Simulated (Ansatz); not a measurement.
## NbN: single-point calculation (part 2 of 2)

NbN (slab, 24 atoms in the cell); DFT PBEsol, scalar-relativistic, plane waves, PAW, no spin polarisation (Ansatz 0.2.0); cutoff 420 eV, 9×7×1 k-mesh, Gaussian smearing of 0.1 eV. The structure derives from an entry of the Crystallography Open Database. It belongs to a series of runs on one base structure; here: (2 1 0) slab cut from the bulk.

Geometry of the input (Å; fractional positions):
```
4.3805  0.0000  0.0000
-2.1902  4.8975  0.0000
0.0000  0.0000  25.7746
Nb 0.2000  0.4000  0.2910
N  0.7000  0.4000  0.2910
Nb 0.9000  0.8000  0.3290
N  0.4000  0.8000  0.3290
Nb 0.6000  0.2000  0.3670
N  0.1000  0.2000  0.3670
Nb 0.3000  0.6000  0.4050
N  0.8000  0.6000  0.4050
Nb 0.0000  0.0000  0.4430
N  0.5000  0.0000  0.4430
Nb 0.7000  0.4000  0.4810
N  0.2000  0.4000  0.4810
Nb 0.4000  0.8000  0.5190
N  0.9000  0.8000  0.5190
Nb 0.1000  0.2000  0.5570
N  0.6000  0.2000  0.5570
Nb 0.8000  0.6000  0.5950
N  0.3000  0.6000  0.5950
Nb 0.5000  0.0000  0.6330
N  0.0000  0.0000  0.6330
Nb 0.2000  0.4000  0.6710
N  0.7000  0.4000  0.6710
Nb 0.9000  0.8000  0.7090
N  0.4000  0.8000  0.7090
```

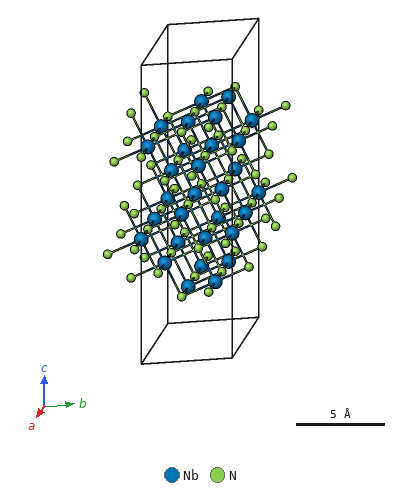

**Figure 1.** The structure as given in the input (ball-and-stick view of the 2 × 1 repeat of the cell, with the vacuum cut short, seen slightly off an axis; bonded neighbours outside the cell are drawn too). An atom can appear more than once, as a periodic image.

**Log, continued**
```
SCF iter   1: F=—  HF=-58508.099041 eV  |F-HF|=—  |Δ(HF+E_count)|=         —  Δρ=9.56e-3  dr2=7.65e-1  ethr=1.77e-3  p=0.000 e·Å  D=1.76e-13 V/Å  ΔV_dip=-0.00 eV  dr2_dipole=1.27e-6  V_vac-E_F(+/−)=3.47/3.47 eV  ⟨swp⟩=7.2  Hψ=20706  notcnv=0
efield: sawtooth ramp at fractional position 0.9800 (placed from the atoms, in the widest stretch of the axis that holds none; the zero of the levels goes with the place), width 0.0400; the density the first Hamiltonian is built on has a dipole p = 0.000 e·Å; the dipole correction subtracts the counter field D = 1.76e-13 V/Å, which shifts the + side's vacuum level by -0.00 eV against the − side's; the planar-averaged density in the ramp window peaks in size at 1.7e-5 e/Å³
preconditioner: auto → LDOS  [metal: Δε(μ)=0.012 eV  Ē_g=8.174 eV  σ=0.100 eV  W_gap=0.07  n_scr=108 (ndim 8)  ℏωp=17.3 eV  f_vac=0.476  D(μ)=14.68/eV (n_scr^D=98)  β→1.0]
SCF iter   2: F=—  HF=-58508.024988 eV  |F-HF|=—  |Δ(HF+E_count)|=   7.41e-2  Δρ=5.58e-3  dr2=1.95e-1  ethr=3.54e-4  p=0.000 e·Å  D=1.66e-5 V/Å  ΔV_dip=-0.00 eV  dr2_dipole=2.33e-5  V_vac-E_F(+/−)=3.46/3.46 eV  ⟨swp⟩=2.1  Hψ=7396  notcnv=0  defer=430
SCF iter   3: F=—  HF=-58507.994384 eV  |F-HF|=—  |Δ(HF+E_count)|=   3.06e-2  Δρ=1.05e-3  dr2=9.49e-3  ethr=9.03e-5  p=-0.000 e·Å  D=-8.39e-6 V/Å  ΔV_dip=0.00 eV  dr2_dipole=3.72e-6  V_vac-E_F(+/−)=3.45/3.45 eV  ⟨swp⟩=2.2  Hψ=6292  notcnv=0  defer=430
SCF iter   4: F=—  HF=-58507.993347 eV  |F-HF|=—  |Δ(HF+E_count)|=   1.04e-3  Δρ=3.10e-4  dr2=9.48e-4  ethr=4.40e-6  p=-0.000 e·Å  D=-2.19e-6 V/Å  ΔV_dip=0.00 eV  dr2_dipole=4.14e-7  V_vac-E_F(+/−)=3.44/3.44 eV  ⟨swp⟩=2.9  Hψ=6996  notcnv=0  defer=430
SCF iter   5: F=—  HF=-58507.993391 eV  |F-HF|=—  |Δ(HF+E_count)|=   4.43e-5  Δρ=1.05e-4  dr2=1.25e-4  ethr=4.39e-7  p=-0.000 e·Å  D=-2.98e-6 V/Å  ΔV_dip=0.00 eV  dr2_dipole=2.97e-8  V_vac-E_F(+/−)=3.44/3.44 eV  ⟨swp⟩=2.2  Hψ=5868  notcnv=0  defer=430
SCF iter   6: F=—  HF=-58507.993430 eV  |F-HF|=—  |Δ(HF+E_count)|=   3.83e-5  Δρ=7.24e-5  dr2=1.13e-4  ethr=5.79e-8  p=-0.000 e·Å  D=-6.17e-8 V/Å  ΔV_dip=0.00 eV  dr2_dipole=3.69e-8  V_vac-E_F(+/−)=3.43/3.43 eV  ⟨swp⟩=3.2  Hψ=7418  notcnv=0  defer=430
SCF iter   7: F=—  HF=-58507.993432 eV  |F-HF|=—  |Δ(HF+E_count)|=   2.96e-6  Δρ=2.54e-5  dr2=1.64e-5  ethr=5.24e-8  p=0.000 e·Å  D=1.35e-7 V/Å  ΔV_dip=-0.00 eV  dr2_dipole=2.40e-9  V_vac-E_F(+/−)=3.43/3.43 eV  ⟨swp⟩=2.0  Hψ=4402  notcnv=0  defer=430
SCF iter   8: F=—  HF=-58507.993425 eV  |F-HF|=—  |Δ(HF+E_count)|=   7.49e-6  Δρ=9.77e-6  dr2=1.73e-6  ethr=7.58e-9  p=0.000 e·Å  D=1.50e-7 V/Å  ΔV_dip=-0.00 eV  dr2_dipole=3.63e-10  V_vac-E_F(+/−)=3.43/3.43 eV  ⟨swp⟩=2.0  Hψ=5258  notcnv=0  defer=365
SCF iter   9: F=-58507.993425 eV  HF=-58507.993425 eV  |F-HF|=9.28e-9  |Δ(HF+E_count)|=   4.83e-8  Δρ=2.71e-6  dr2=5.69e-8  ethr=4.63e-11  p=0.000 e·Å  D=2.16e-8 V/Å  ΔV_dip=-0.00 eV  dr2_dipole=2.96e-11  V_vac-E_F(+/−)=3.43/3.43 eV  ⟨swp⟩=20.8  Hψ=42875  notcnv=0
SCF 1 converged in 9 iterations: F = -58507.993425 eV  dr2 = 5.69e-8
  greatest PAW one-centre occupation: 0.998 electrons in one spin orbital (limit 2), on the Nb atom at site 4 (counted from 0), in its partial waves of l = 0
WARN: The output density's exchange-correlation potential varies sharply where the density is thin. Do not read a vacuum level from v_tot or v_xc, or from such a field of the output density. On a cell that repeats whose density bears no net charge and no dipole along the vacuum's axis use v_es (v_loc + v_h of the components); under efield.dipole_correction with no amplitude use v_es + v_field, which holds any external_charges[].barrier, or the levels of the report's work_function block, which leave it out; under a non-zero efield.amplitude the vacuum is tilted and has no level; on a cell that repeats and bears such a dipole with no correction it is tilted too, and efield.dipole_correction with no amplitude gives each side of its ramp a level where efield: is served; in a cell that repeats whose density bears a net charge (total_charge, or a fill off its count) it is curved and has none; of a slab under crystal.periodic whose density bears no net charge use v_es, which has a level on each side, short of where the two are joined; of another it falls or rises all the way out and has none; of a slab beside external_charges read slab_vacuum_level instead, which it has where they leave it neutral. The grid or the basis barely resolves most such structure, and the values can differ between equally converged runs; as a rule a tighter scf.convergence.dr2_threshold does not remove it. Where the density itself ripples (under the LDA too) a higher basis.ecutwfc lessens it. The files hold the spikes' plane waves up to the density's cutoff. Files: v_tot_of_output_density and the like, and their columns of v_z.tsv (output.write_potential); v_xc_of_output_density and the like, and their columns of v_comp_z.tsv (output.write_potential_components). Measured: with its Gaussian average of σ = 0.25 Å subtracted twice, the exchange-correlation potential is over 0.1 eV at 2884 of the grid points where the equally averaged density (valence and model cores) is under 1e-3 e/Å³, and 0.859 eV at the most among them, at an averaged density of 1.6e-7 e/Å³. The input density's (outcome.potential() and, of a run that writes arrays, v_tot and v_xc) is over 0.1 eV, so measured, at 60 points of its own thin density, 0.260 eV at the most. See output.write_potential in the manual, Limitations
SCF converged after 9 iterations
Free energy (F): -58507.993425 eV
Harris-Foulkes:  -58507.993425 eV  (|F-HF|=9.28e-9)
Internal energy: -58507.918839 eV  (E = F + TS)
E sigma→0 (E₀):  -58507.956132 eV
Entropy (-TS):   -0.074586 eV (-3.108 meV/atom)
Fermi energy:    7.494306 eV
Dipole field:    D = 0.000004 V/Å  (p = 0.000014 e·Å, saw-weighted, corrected)
Work function:   Φ+ = 3.4285 eV   Φ− = 3.4286 eV
Levels:          The Fermi level and band energies are counted from a zero that moves with the ramp; work functions are not
--- Per-component energies (eV) ---
  E_band       = -2880.576635
  E_kinetic    = 6303.046968
  E_local      = -258116.417550  (includes V_loc(G=0)·N_el)
  E_nonlocal   = 1988.248267
  E_hartree    = 125966.992208
  E_xc         = -2811.643280
  E_vxc        = -3467.500510  (∫ρ·V_xc dr)
  E_paw        = -37673.657156  (= ΣΔE_a)
  E_vpaw       = -1521.928268  (= ΣTr[D̂ρ^β])
  E_aug_tail   = 0.001138  (compensation charges beyond the density's cutoff)
  E_efield     = 0.000000  (sawtooth field / dipole correction)
  E_vefield    = 0.000000  (∫n·V_field dr)
  E_ewald      = 105832.908872
  E_core_change = 2.601693  (= ΣΔE_core)
  E_smearing   = -0.074586  (= −TS)
  E_closure    = 0.000000  (closes the sum)
  Σ components = -58507.993425   (vs F -58507.993425, Δ=0.00e0)
--- Forces (eV/Å), atoms counted from 1 ---
  atom   1  Nb     0.01848106     0.86071262     3.63248129
  atom   2  N     -0.01272792     0.23835215    -0.88616705
  atom   3  Nb    -0.01851905    -1.05844462     0.68029552
  atom   4  N      0.01451048    -0.18786142    -0.88969816
  atom   5  Nb    -0.01238844    -0.18523806    -1.06560402
  atom   6  N      0.01530861     0.48472864    -0.99447388
  atom   7  Nb    -0.00057477     0.01205420    -0.41706167
  atom   8  N     -0.00470456     0.25364754    -0.70353377
  atom   9  Nb    -0.00359658    -0.18166083     0.36301805
  atom  10  N      0.00543630    -0.18758965     0.10779373
  atom  11  Nb     0.01212271    -0.00474994     0.09414597
  atom  12  N      0.00315280    -0.13907866     0.14615199
  atom  13  Nb    -0.01212264     0.00474892    -0.09414638
  atom  14  N     -0.00315167     0.13908130    -0.14615420
  atom  15  Nb     0.00359628     0.18166094    -0.36302034
  atom  16  N     -0.00543535     0.18758874    -0.10779512
  atom  17  Nb     0.00057549    -0.01205174     0.41706140
  atom  18  N      0.00470118    -0.25364768     0.70353204
  atom  19  Nb     0.01238841     0.18523813     1.06560517
  atom  20  N     -0.01530969    -0.48473072     0.99447354
  atom  21  Nb     0.01851859     1.05844656    -0.68029410
  atom  22  N     -0.01450847     0.18786488     0.88969980
  atom  23  Nb    -0.01848057    -0.86071368    -3.63248176
  atom  24  N      0.01272757    -0.23835112     0.88616747
  max |Σ_I F_I| component: 6.50e-6 eV/Å
--- Stress (GPa, compression-positive) ---
       -6.866162      -0.031579      -0.012008
       -0.031579      -3.562278      -0.864528
       -0.012008      -0.864527      -2.825609
  P = ⅓ Tr σ = -4.4180 GPa (-44.180 kbar)
--- Band table (eV; the first three rows and the last of 32) ---
  k-point 0: bands = ["-48.7187", "-48.6539", "-48.5813", "-48.5710", "-48.5692", "-48.5517", "-48.5147", "-48.5146", "-48.4987", "-48.4978", "-48.3445", "-48.3445", "-25.2916", "-25.1989", "-25.1367", "-25.1184", "-25.1119", "-25.0769", "-25.0651", "-25.0456", "-24.9738", "-24.9612", "-24.9220", "-24.8727", "-24.8483", "-24.8253", "-24.8176", "-24.8047", "-24.7541", "-24.7511", "-24.7067", "-24.6867", "-24.6515", "-24.6480", "-24.6426", "-24.6176", "-24.5915", "-24.5786", "-24.5288", "-24.5218", "-24.5153", "-24.4556", "-24.4518", "-24.3989", "-24.3711", "-24.3594", "-24.2799", "-24.2799", "-9.8813", "-9.3045", "-9.2389", "-8.8678", "-8.7254", "-8.6607", "-8.6222", "-8.5669", "-8.0242", "-7.9976", "-7.0527", "-7.0485", "0.1274", "0.1416", "0.2529", "0.2670", "0.7698", "0.8600", "0.9781", "0.9930", "1.3178", "1.3536", "1.4229", "1.4413", "1.4447", "1.5047", "1.5279", "1.5306", "1.7187", "1.8109", "1.8563", "1.9127", "2.0669", "2.1074", "2.2690", "2.4229", "2.5435", "2.8750", "2.9600", "3.1031", "3.2983", "3.4398", "3.8793", "3.9842", "4.0270", "4.1977", "4.2929", "4.5712", "4.6121", "5.1449", "5.3979", "5.4865", "5.8052", "5.9547", "6.1305", "6.1428", "6.6076", "6.7489", "6.8839", "6.9253", "6.9576", "7.0893", "7.1098", "7.4431", "7.4512", "7.5089", "7.7006", "7.7398", "7.8776", "7.9020", "8.1705", "8.2282", "8.4306", "8.4877", "8.5399", "8.6309", "8.8442", "8.8608", "9.0073", "9.2430", "9.3784", "9.4080", "9.4740", "9.5611"]
  k-point 1: bands = ["-48.7121", "-48.6494", "-48.5816", "-48.5750", "-48.5674", "-48.5529", "-48.5155", "-48.5147", "-48.5010", "-48.4994", "-48.3460", "-48.3459", "-25.2667", "-25.2065", "-25.1627", "-25.1605", "-25.1272", "-25.1047", "-25.0343", "-25.0255", "-24.9542", "-24.9484", "-24.8822", "-24.8635", "-24.8460", "-24.8349", "-24.8061", "-24.7795", "-24.7709", "-24.7272", "-24.7108", "-24.6815", "-24.6559", "-24.6371", "-24.6327", "-24.6131", "-24.6118", "-24.5814", "-24.5484", "-24.5224", "-24.4975", "-24.4894", "-24.4279", "-24.4043", "-24.3792", "-24.3690", "-24.3025", "-24.2974", "-9.7743", "-9.2503", "-9.1823", "-8.9014", "-8.8585", "-8.8152", "-8.6026", "-8.4947", "-8.0178", "-7.9733", "-7.0544", "-7.0500", "-0.2358", "-0.1188", "0.4565", "0.6155", "0.7759", "0.8186", "1.0539", "1.1209", "1.2362", "1.2904", "1.3662", "1.4482", "1.4802", "1.5015", "1.5660", "1.6372", "1.7318", "1.8708", "1.9537", "2.0451", "2.0456", "2.1956", "2.2051", "2.5934", "2.5937", "2.8234", "2.9547", "3.0782", "3.1857", "3.5286", "3.8427", "3.8637", "3.9288", "4.0707", "4.2927", "4.3255", "4.3608", "4.7114", "5.0656", "5.5518", "5.7763", "5.8442", "6.0825", "6.2328", "6.3987", "6.6830", "6.7134", "6.8965", "6.9311", "6.9491", "7.4455", "7.5150", "7.5860", "7.7296", "7.7412", "7.8143", "8.0783", "8.0863", "8.2647", "8.3740", "8.4207", "8.5395", "8.7585", "8.7932", "8.9101", "8.9898", "9.1374", "9.2685", "9.3813", "9.4914", "9.5144", "9.5523"]
  k-point 2: bands = ["-48.6939", "-48.6383", "-48.5979", "-48.5691", "-48.5675", "-48.5536", "-48.5193", "-48.5162", "-48.5048", "-48.5029", "-48.3493", "-48.3492", "-25.2371", "-25.2352", "-25.2000", "-25.1599", "-25.1343", "-25.0917", "-25.0871", "-25.0121", "-24.9189", "-24.9104", "-24.8798", "-24.8432", "-24.8242", "-24.7813", "-24.7805", "-24.7565", "-24.7489", "-24.7396", "-24.7098", "-24.6676", "-24.6633", "-24.6426", "-24.6228", "-24.6143", "-24.6044", "-24.5905", "-24.5507", "-24.5422", "-24.5205", "-24.4719", "-24.4325", "-24.4098", "-24.4013", "-24.3949", "-24.3480", "-24.3375", "-9.4896", "-9.1461", "-9.1038", "-9.0801", "-8.9984", "-8.8571", "-8.6139", "-8.5314", "-8.0157", "-7.9771", "-7.0705", "-7.0662", "-0.2787", "-0.2532", "0.3707", "0.5416", "0.6652", "0.9303", "1.0510", "1.1312", "1.1957", "1.3375", "1.4848", "1.5093", "1.5527", "1.6080", "1.6106", "1.6884", "1.8913", "1.9360", "1.9603", "2.1255", "2.1717", "2.3348", "2.3885", "2.6350", "2.7920", "2.8084", "2.8838", "3.0537", "3.0647", "3.2633", "3.5529", "3.7270", "3.7845", "3.8402", "4.0898", "4.2508", "4.2967", "4.3855", "4.9705", "5.0401", "5.2640", "5.4619", "5.8952", "5.9664", "6.4589", "6.5443", "6.7695", "6.8474", "7.0437", "7.2959", "7.3950", "7.6028", "7.7851", "7.9240", "7.9411", "8.1133", "8.2370", "8.3545", "8.4468", "8.5146", "8.6162", "8.7219", "8.9542", "9.0575", "9.1370", "9.1704", "9.2461", "9.3680", "9.4380", "9.5333", "9.6974", "9.7284"]
  k-point 31: bands = ["-48.6557", "-48.6243", "-48.6006", "-48.5766", "-48.5565", "-48.5524", "-48.5267", "-48.5245", "-48.5167", "-48.5151", "-48.3541", "-48.3541", "-25.4169", "-25.3963", "-25.3129", "-25.2994", "-25.2525", "-25.1993", "-25.1329", "-25.0876", "-25.0344", "-24.9847", "-24.9137", "-24.8654", "-24.8322", "-24.7881", "-24.7667", "-24.7150", "-24.6958", "-24.6692", "-24.6387", "-24.6199", "-24.5960", "-24.5745", "-24.5657", "-24.5474", "-24.5388", "-24.5327", "-24.5251", "-24.5048", "-24.4903", "-24.4741", "-24.4206", "-24.4094", "-24.3672", "-24.3637", "-24.3194", "-24.3187", "-8.9250", "-8.5841", "-8.4295", "-8.2531", "-8.1969", "-8.1337", "-7.9611", "-7.9195", "-7.3567", "-7.3244", "-6.3875", "-6.3854", "-1.1562", "-1.1129", "-0.7092", "-0.6967", "-0.5483", "-0.5072", "-0.1141", "-0.0630", "0.3374", "0.4648", "0.6102", "0.6330", "0.6824", "0.7464", "0.8234", "0.8376", "0.8981", "0.9034", "1.0150", "1.0840", "1.1560", "1.2615", "1.3764", "1.4055", "1.5265", "1.5848", "1.7699", "1.9500", "2.0539", "2.1037", "2.3214", "2.4540", "2.9997", "3.2318", "3.4975", "3.6263", "4.8494", "6.0442", "6.6031", "6.9818", "7.1844", "7.3768", "7.6134", "7.6726", "7.7511", "7.8379", "7.9731", "8.1024", "8.1338", "8.1387", "8.2300", "8.2849", "8.3556", "8.4412", "8.5085", "8.5661", "8.6280", "8.6926", "8.7149", "8.8096", "8.8515", "8.9252", "9.0068", "9.0712", "9.1074", "9.1927", "9.2031", "9.2316", "9.2989", "9.3849", "9.4109", "9.4797"]
```

**Key numbers**

```tsv
quantity	value
outcome	converged
electrons treated	216
free energy	−58507.9934 eV
work function, top face	3.43 eV
work function, bottom face	3.43 eV
Fermi energy	7.494 eV
gap on the k-point mesh	none (metallic)
work function (upper face)	3.43 eV
largest force (length of the vector)	3.733 eV/Å
hardware	2 threads of AMD EPYC (Zen 5), 32 GiB of memory available, shared host
wall time	78 s (CPU time 2.6 min)
peak memory	2.2 GiB
```

**Notes**

Warnings of the run: the k-point mesh lowers the symmetry that the run can use; the exchange-correlation potential is rough where the density is thin.
